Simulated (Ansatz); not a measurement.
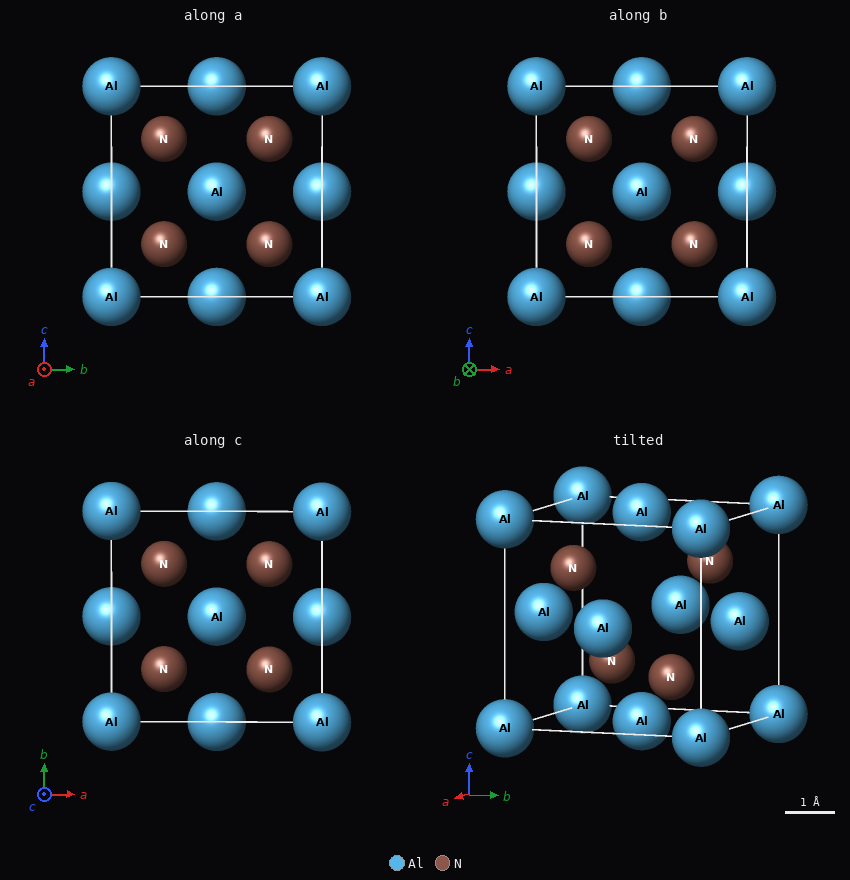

The image is a spheres-only drawing of a crystal, viewed along the a axis, along the b axis, along the c axis and slightly off an axis. The edges of the drawn cell (a repeat of the simulation cell) are marked.

Lattice parameters: a = 4.3698 Å, b = 4.3698 Å, c = 4.3698 Å, α = 90.000°, β = 90.000°, γ = 90.178°.

**Record the structure as a CIF in P1 with every atom of the cell.**

```cif
data_structure
_symmetry_space_group_name_H-M 'P 1'
_symmetry_Int_Tables_number 1
_cell_length_a 4.3698
_cell_length_b 4.3698
_cell_length_c 4.3698
_cell_angle_alpha 90.000
_cell_angle_beta 90.000
_cell_angle_gamma 90.178
_cell_volume 83.44
loop_
_atom_site_label
_atom_site_type_symbol
_atom_site_fract_x
_atom_site_fract_y
_atom_site_fract_z
_atom_site_occupancy
Al1 Al 0.0000 0.0000 0.0000 1
Al2 Al 0.5000 0.5000 0.0000 1
Al3 Al 0.5000 0.0000 0.5000 1
Al4 Al 0.0000 0.5000 0.5000 1
N1 N 0.2500 0.2500 0.2504 1
N2 N 0.7500 0.7500 0.2504 1
N3 N 0.7500 0.2500 0.7504 1
N4 N 0.2500 0.7500 0.7504 1
```

Provenance: a structure type filled with these elements by a generator (whether the compound takes this form wasn't checked). The cell was then strained or its atoms displaced on purpose. It was run through Ansatz as a DFT input.

At this level of theory the cell isn't at rest (compressed, at 5 GPa), so its distances can differ from those at equilibrium, the more so the softer the solid.
